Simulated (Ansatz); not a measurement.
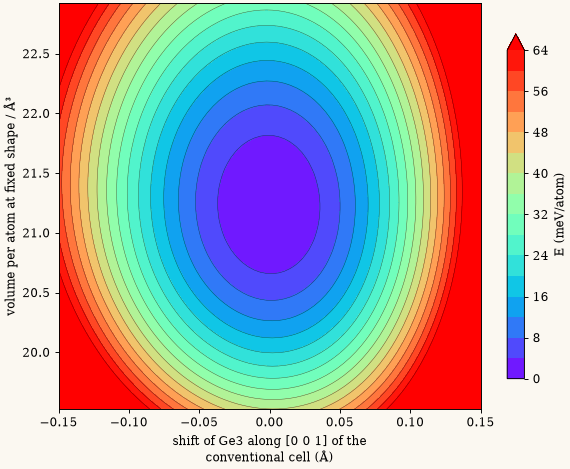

Energy landscape of SiGe (P6_3mc, No. 186; 4 atoms in the cell). The energy is mapped over a free internal coordinate and the cell. The first coordinate is: shift of Ge3 along [0 0 1] of the conventional cell, Cartesian (0 0 1), its symmetry partners moved as symmetry demands (measured in the relaxed cell); the second: volume per atom at fixed shape. Nothing is relaxed (all other coordinates fixed). The grid has 7 × 7 points. Points are written as (first, second). Energies: meV/atom, counted from the lowest grid point. The band gap closes in part of the range. Method: DFT PBEsol, scalar-relativistic, plane waves, PAW (Ansatz 0.2.0). Settings: cutoff 420 eV, k-mesh 12×12×6 in the order of the run's cell vectors, gaussian smearing 0.03 eV, no spin polarisation.

The picture shows filled contours, one colour for all values above the top of the scale. Between grid points the surface is interpolated. 

> Describe this landscape.

The lowest grid point is at (0.00 Å, 21.22 Å³). It is the only kind of minimum in the scanned range. The highest grid point, (0.15 Å, 19.52 Å³), lies 125 meV/atom above the lowest. Round the minimum the two coordinates are nearly uncoupled.

The values on the grid:

```csv
"second ↓, first →",−0.15,−0.10,−0.05,0.00,0.05,0.10,0.15
22.92,80,53,36,30,38,61,102
22.36,67,39,20,14,22,46,88
21.79,59,30,10,4,12,36,79
21.22,58,28,7,0,8,33,78
20.66,65,33,12,4,12,38,84
20.09,80,47,25,17,25,51,99
19.52,107,72,49,40,48,75,125
```

Time for the 49 points that were run: 12 min on 1 thread of Intel(R) Xeon(R) Platinum 8259CL CPU @ 2.50GHz (Skylake/Cascade Lake), on a shared host.

PAW datasets: the set soft_1.
